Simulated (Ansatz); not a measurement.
**HfO2: density, localisation and related maps**

Input file:

```
crystal:
  lattice:
    - [0.0, -2.5488057612, -2.5488057612]
    - [-2.5488057612, 0.0, -2.5488057612]
    - [2.5488057612, 2.5488057612, -5.0976115224]
  atoms:
    - { symbol: Hf, position: [0.000745789, 0.000745789, -0.0022373934] }
    - { symbol: Hf, position: [0.499254211, 0.499254211, 0.5022373934] }
    - { symbol: O, position: [0.1317951493, 0.1317951493, 0.604613384] }
    - { symbol: O, position: [0.6182048507, 0.6182048507, 0.145386616] }
    - { symbol: O, position: [0.3682048507, 0.3682048507, 0.895386616] }
    - { symbol: O, position: [0.8817951493, 0.8817951493, 0.354613384] }
basis:
  ecutwfc: 420
kpoints:
  mp_grid: { grid: [6, 6, 8] }
hamiltonian:
  xc: pbe
scf:
  occupations: { method: gaussian, width: 0.05 }
output:
  forces: true
  stress: true
  eigenvalues: true
  write_density: true
  write_potential: true
  elf: true
  volumetric_format: npy
```

Run with:

```sh
ansatz run input.yaml --threads 2 --pin off --max-ram 5120MiB --backend cpu --events-out ev --progress --plain --runs-dir out
```

Below, planes, directions and counts refer to the conventional cell (a = 3.60 Å, b = 3.60 Å, c = 17.66 Å, α = 90.00°, β = 90.00°, γ = 120.00°).

Space group R-3m; not relaxed (largest force 2.0 eV/Å).

Theory: DFT PBE, scalar-relativistic, plane waves, PAW (Ansatz).

In a PAW calculation such maps are meaningful between the atoms, not at the nuclei.

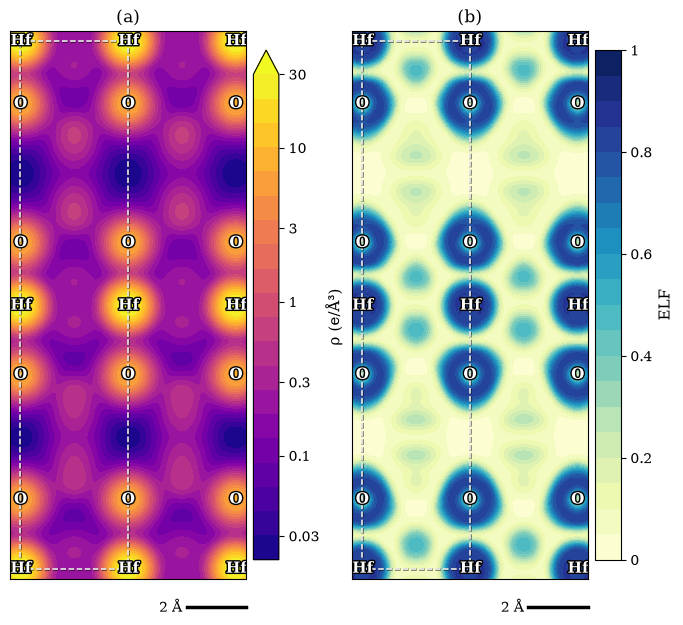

Figure 1. (a) valence pseudo-density; (b) electron localisation function on the (100) plane of the conventional cell.

### Read the bonding off the picture.

- The section cuts through Hf and O sites.
- Hf–O (2.10 Å): the density is about 0.75 e/Å³ at the midpoint; the ELF peaks at about 0.85 in the valence shell of O, 0.6 Å from its nucleus, and drops to about 0.20 between the two atoms: no localised pair shows between them.
- Hf–O (2.31 Å): ρ at the midpoint is about 0.42 e/Å³; the ELF peaks at about 0.85 in the valence shell of O, 0.6 Å from its nucleus, and drops to about 0.15 between the two atoms: no shared electron pair shows on this line.
- Between the atoms the lowest density in this plane is 0.02 e/Å³.
- The features right at Hf lie inside the PAW spheres, where the map follows smoothed inner orbitals and isn't to be read closely.

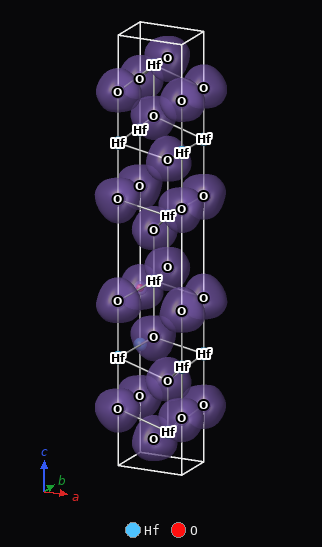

Figure 2. Isosurface of the ELF at 0.6 (purple), seen slightly off an axis. Core shells and regions of very low density are left out. Sticks mark near contacts.

### Identify the bonds, lone pairs and shells in this picture.

The surface consists of twelve regions wrapped around O (the valence shell of each), counted in one cell of 18 atoms. Regions shared between cells count once. Profiles from the grid: Hf–O (2.17 Å): the ELF peaks at about 0.85 in the valence shell of O, 0.6 Å from its nucleus, and drops to about 0.15 between the two atoms: no localised pair shows between them.

### Metal or insulator at this level of theory?

It is gapped, with a Kohn–Sham gap of 3.5 eV on the k-point mesh (the band edges may lie off the mesh, which would make the gap smaller).
